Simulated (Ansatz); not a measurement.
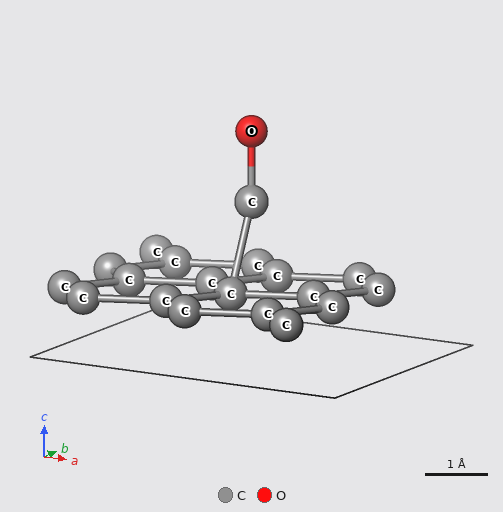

This is the input geometry for a relaxation of a slab of composition C19O. Style: ball-and-stick. Shown: the cell of the calculation, outlined in the plane, without the vacuum (origin shifted), slightly off an axis.

It is CO on graphene monolayer, set down by a guess. The run prepares an end point of a later path (molecule hop) calculation, from a guessed geometry.

Computed with DFT PBE, scalar-relativistic, plane waves, PAW in Ansatz.

Input file:
```yaml
crystal:
  lattice:
    - [7.398, 0.0, 0.0]
    - [-3.699, 6.406856, 0.0]
    - [0.0, 0.0, 13.0]
  atoms:
    - { symbol: C, position: [0.0, 0.0, 0.0769231] }
    - { symbol: C, position: [0.2222222, 0.1111111, 0.0769231] }
    - { symbol: C, position: [0.0, 0.3333333, 0.0769231] }
    - { symbol: C, position: [0.2222222, 0.4444444, 0.0769231] }
    - { symbol: C, position: [0.0, 0.6666667, 0.0769231] }
    - { symbol: C, position: [0.2222222, 0.7777778, 0.0769231] }
    - { symbol: C, position: [0.3333333, 0.0, 0.0769231] }
    - { symbol: C, position: [0.5555556, 0.1111111, 0.0769231] }
    - { symbol: C, position: [0.3333333, 0.3333333, 0.0769231] }
    - { symbol: C, position: [0.5555556, 0.4444444, 0.0769231] }
    - { symbol: C, position: [0.3333333, 0.6666667, 0.0769231] }
    - { symbol: C, position: [0.5555556, 0.7777778, 0.0769231] }
    - { symbol: C, position: [0.6666667, 0.0, 0.0769231] }
    - { symbol: C, position: [0.8888889, 0.1111111, 0.0769231] }
    - { symbol: C, position: [0.6666667, 0.3333333, 0.0769231] }
    - { symbol: C, position: [0.8888889, 0.4444444, 0.0769231] }
    - { symbol: C, position: [0.6666667, 0.6666667, 0.0769231] }
    - { symbol: C, position: [0.8888889, 0.7777778, 0.0769231] }
    - { symbol: C, position: [0.0302512, 0.7507961, 0.1892308] }
    - { symbol: O, position: [0.0302512, 0.7507961, 0.2784615] }
basis:
  ecutwfc: 420.0
kpoints:
  mp_grid: { grid: [2, 2, 1] }
hamiltonian:
  xc: pbe
scf:
  occupations: { method: gaussian, width: 0.05 }
  lower_state_search: "off"
relax:
  f_tol: 0.03
  max_steps: 60
  adjacent_minimum: "off"
```

Launched with:
```bash
ansatz run input.yaml --threads 1 --pin off --max-ram 3072MiB --backend cpu --events-out ev --progress --plain --runs-dir out
```

Question: What does the optimiser find from here?

Answer: Over 18 accepted moves (21 points after the start) the energy falls by 4.123 eV per cell of the calculation. The largest force component goes from 3 to 0.025 eV/Å. The line search rejected the trial steps at points 11, 14, 17 of the run. The forces were under the threshold at step 18, but the run went on from there. C19 moves most relative to the layer's centre: 2.07 Å at 15° to the normal (+c side). By element the largest moves are C 2.07 Å, O 1.53 Å. The lattice vectors keep their values. Among the contacts that change: C5–C19 1.559 → 3.814 Å, C18–C19 1.864 → 3.863 Å, C6–C19 1.976 → 3.898 Å, C19–O20 1.160 → 1.136 Å. Bonds break: C5–C19 (1.56 → 3.81 Å). The run took 2.8 min on 1 thread of Arm Neoverse V1, with other jobs on the host, peak memory 0.67 GiB.

The structure at the end:

```xyz
20
Lattice="7.3980 0.0000 0.0000 -3.6990 6.4069 0.0000 0.0000 0.0000 13.0000" Properties=species:S:1:pos:R:3 pbc="T T T"
C     3.6952    6.3988    0.8066
C     1.2438    0.7121    0.8063
C    -1.2266    2.1385    0.8071
C    -0.0038    2.8445    0.8072
C    -2.4552    4.2598    0.8071
C    -1.2266    4.9692    0.8069
C     2.4722    0.0030    0.8063
C     3.6950    0.7088    0.8067
C     1.2439    2.1239    0.8068
C     2.4724    2.8332    0.8070
C    -0.0039    4.2630    0.8073
C     1.2439    4.9835    0.8074
C     1.2439    6.3953    0.8071
C     6.1714    0.6977    0.8070
C     3.6950    2.1273    0.8070
C     4.9429    2.8477    0.8071
C     2.4724    4.2741    0.8072
C     3.6950    4.9803    0.8067
C    -2.5180    5.3301    4.4672
O     4.7294    4.3912    5.0879
```

The end point in the same view:

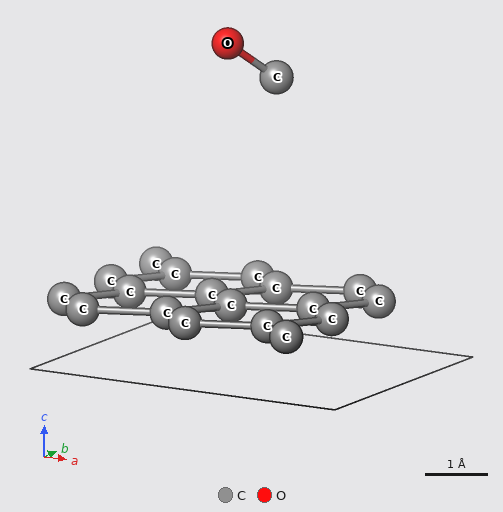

Limits of the set-up: the periodic images lie only 7.4 Å apart, so the values are limited by the cell's size.
